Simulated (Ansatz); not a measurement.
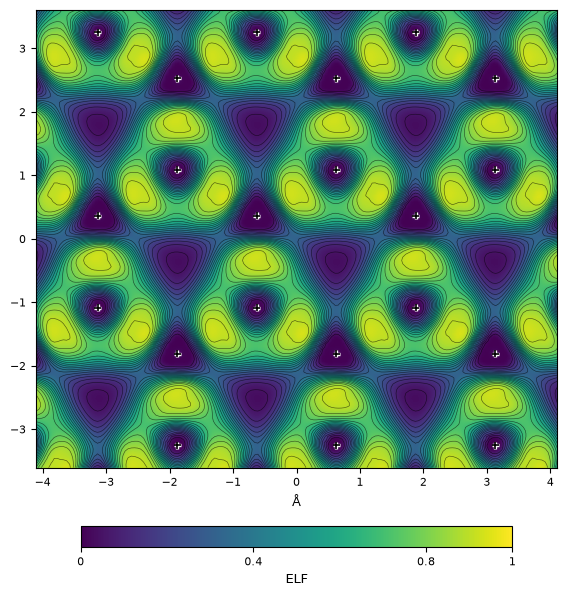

The ELF on a plane through atoms (crosses mark nuclei in the plane).

The calculation used DFT PBE+D3(BJ), scalar-relativistic, plane waves, PAW in Ansatz 0.2.0.

Candidates:
A. PtSe₂, a = 3.73 Å, b = 3.73 Å, c = 39.10 Å, α = 90.00°, β = 90.00°, γ = 120.00°. 
B. BN, a = 2.51 Å, b = 2.51 Å, c = 6.62 Å, α = 90.00°, β = 90.00°, γ = 120.00°. Space group P6₃/mmc; a generated structure, not necessarily the stable one.

> Which system is this?

Candidate B: BN on the (001) plane of the conventional cell, which holds N and B. B–N (1.45 Å): the ELF peaks at about 0.95 between the atoms, as expected for a polar covalent bond.
